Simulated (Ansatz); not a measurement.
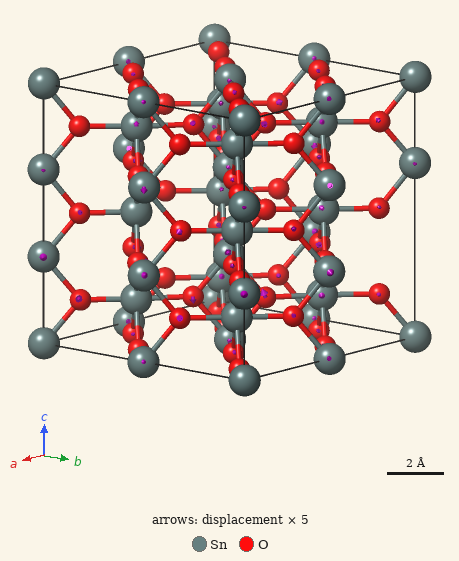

A relaxation of a defect cell of composition Sn₂₄O₄₇. The starting structure is drawn; purple arrows show the displacements, 5 times their true length.

A ball-and-stick model of the cell of the calculation, seen from a free direction.

The calculation used DFT, PBEsol, PAW, plane waves (Ansatz). Set-up: plane-wave cutoff 420 eV; k-point mesh 1 × 1 × 1; mesh shifted by (0.25, 0.25, 0.25); no spin polarisation; atoms relaxed in a fixed cell; force threshold 0.03 eV/Å; at most 80 steps.

Q: Atoms of which element are displaced furthest, and by how much?

A: Oxygen: up to 0.11 Å, against 0.07 Å for tin.

Q: What happened in the run?

A: After 3 geometry steps the energy has fallen by 0.776 eV per cell of the calculation. Largest force component: 1.5 eV/Å at the start, 0.021 eV/Å at the end. The atom that moves furthest is an O atom (0.11 Å along [−1 1 0]). Largest moves by element: O 0.11 Å, Sn 0.07 Å. The cell stays as it was. Some distances before and after: O–Sn 2.149 → 2.056 Å, O–Sn 1.986 → 2.059 Å, O–Sn 2.130 → 2.058 Å, O–Sn 2.001 → 2.071 Å. Bond angles that change, for instance: O–Sn–O 174.6° → 179.3°, O–Sn–O 93.5° → 89.0°, Sn–O–Sn 131.4° → 127.3°.
